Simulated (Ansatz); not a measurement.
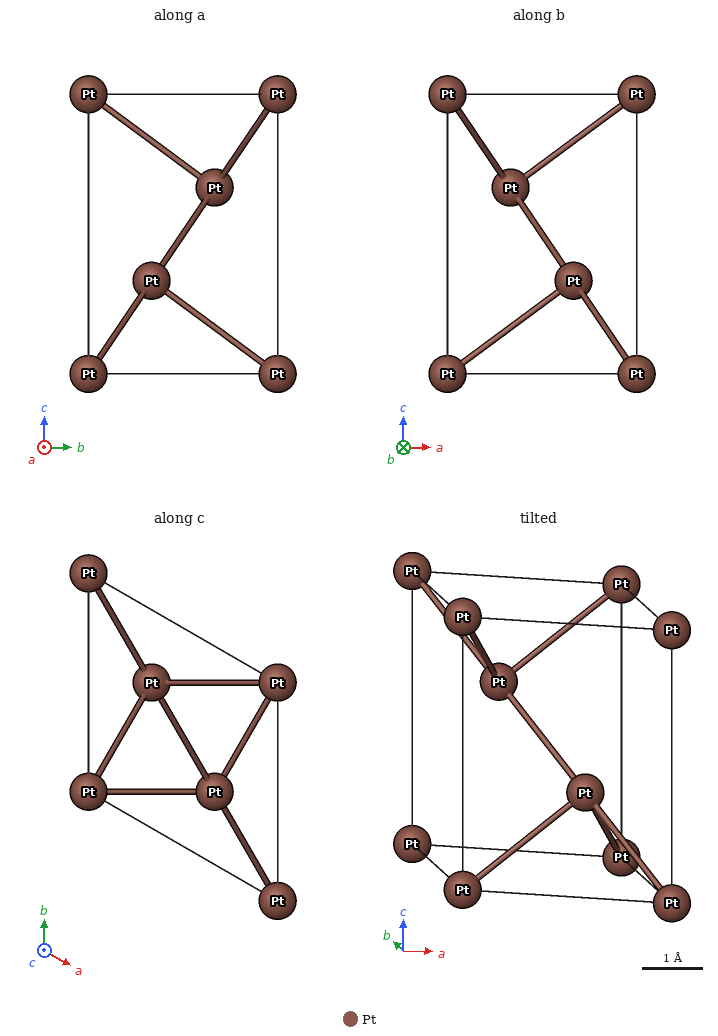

Structure drawing (ball-and-stick), viewed along the a axis, along the b axis, along the c axis and slightly off an axis. The lines enclose the conventional unit cell; boundary atoms appear with their images.

Lattice parameters: a = 3.657 Å, b = 3.657 Å, c = 4.683 Å, α = 90.00°, β = 90.00°, γ = 120.00°. Put a along x and b in the xy plane.

Set out the cell and atoms as a POSCAR file.

```
Pt
1.0
     3.657    0.000    0.000
    -1.828    3.167    0.000
     0.000    0.000    4.683
Pt
3
Direct
  0.0000 0.0000 0.0000
  0.6667 0.3333 0.3333
  0.3333 0.6667 0.6667
```

Its origin is a structure type filled with this element by a generator (whether the element takes this form wasn't checked). The cell was then strained or its atoms displaced on purpose. It was run through Ansatz as a DFT input.
